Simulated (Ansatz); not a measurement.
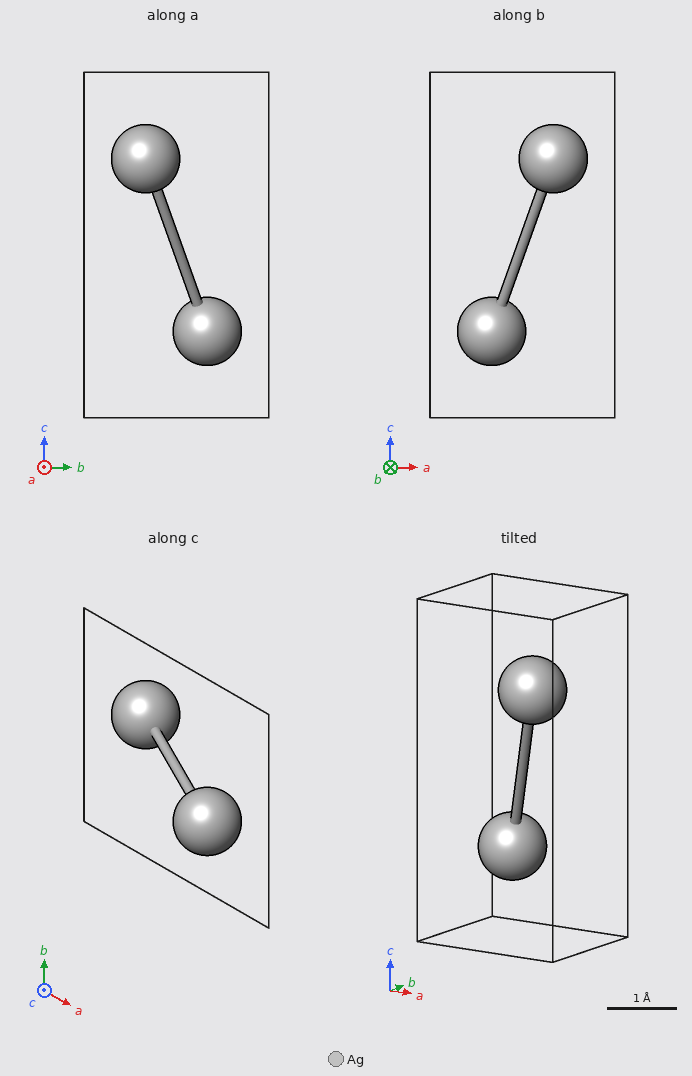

Ball-and-stick representation of a periodic structure, projected along the a axis, along the b axis, along the c axis and slightly off an axis. The conventional unit cell is outlined; an atom on or near a face, edge or corner is repeated at each equivalent position.

Lattice parameters: a = 3.107 Å, b = 3.107 Å, c = 5.025 Å, α = 90.00°, β = 90.00°, γ = 120.00°.

> Set out the cell and atoms as a table of Wyckoff sites.

Space group P6_3/mmc (No. 194).
```tsv
atom	site	x	y	z
Ag	2c	0.3333	0.6667	0.2500
```

Starting structure: a structure type filled with this element by a generator (whether the element takes this form wasn't checked). Earlier steps of the study may have refined or changed the cell and positions. It was run through Ansatz as a DFT input.

At this level of theory the cell isn't at rest (stretched, at -6 GPa), so its distances can differ from those at equilibrium, the more so the softer the solid.
